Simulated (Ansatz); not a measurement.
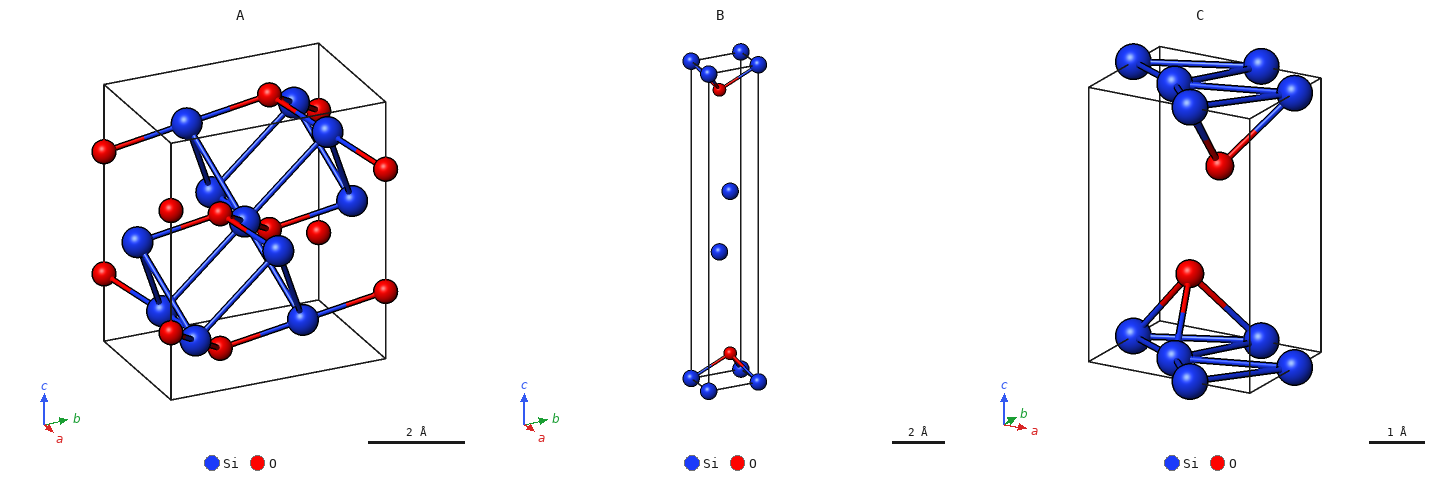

Three structures of Si₃O₂, each relaxed to rest (conventional cells in solid outline, small ones repeated, each panel with its own scale). Method: DFT PBE, scalar-relativistic, plane waves, PAW in Ansatz 0.2.0, without spin polarisation.

> What are the structures shown?

A: 15 atoms a cell on a rhombohedral (trigonal R) lattice, R-3m; B: 5 atoms a cell on a primitive hexagonal lattice, P-3m1; C: 5 atoms a cell on a primitive hexagonal lattice, P321.

> Rank them by energy, lowest first.

B, then A (+419 meV/atom) and C (+945 meV/atom), energies at zero smearing.

> Collect the results in a table.

| panel | structure | E − E(lowest) (meV/atom) | volume (Å³/atom) | gap (eV) |
| --- | --- | --- | --- | --- |
| B | P-3m1 | 0 | 15.8 | metal |
| A | R-3m | 419 | 12.1 | metal |
| C | P321 | 945 | 16.7 | metal |

Some of these may be structure types tried for this composition rather than known phases, and the most stable form need not be among them. Gaps are taken on the k-mesh or band path of each run.
